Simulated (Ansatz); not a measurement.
Y

```
Y
1.0
     6.32953    0.00082    0.00005
     0.00082    6.32953    0.00005
     0.00003    0.00003    3.45000
Y
4
Direct
  0.00000 0.99994 0.00003
  0.50000 0.49994 0.50003
  0.99994 0.50000 0.25003
  0.49994 0.00000 0.75003
```

Space group I4₁/amd; set up as Y, beta-Sn type; a generated structure, not necessarily the stable one; changed on purpose from its base cell (volume × 1.0).

Method: Ansatz, DFT, RPBE, plane waves (420 eV) with PAW, scalar-relativistic.

What will maps of the valence pseudo-density and electron localisation function show?

Y–Y (3.28 Å): ρ at the midpoint is about 0.1 e/Å³; the ELF is about 0.10 at the midpoint; no shared electron pair shows on this line.
Y–Y (3.45 Å): the density is about 0.1 e/Å³ at the midpoint; the ELF is about 0.15 at the midpoint (no localised pair shows between them).

Does the calculation make it a metal, or give it a gap?

It is metallic or semimetallic at this level of theory: no gap opens.

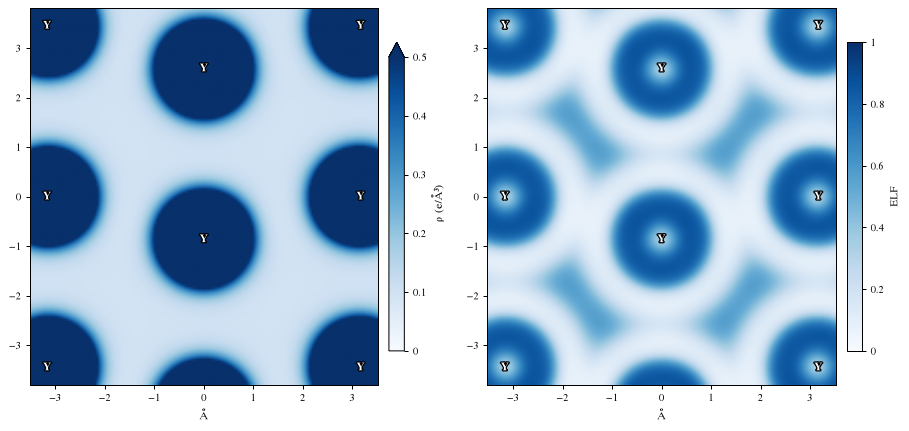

Computed valence pseudo-density and electron localisation function on the (010) plane of the conventional cell, in this order. 
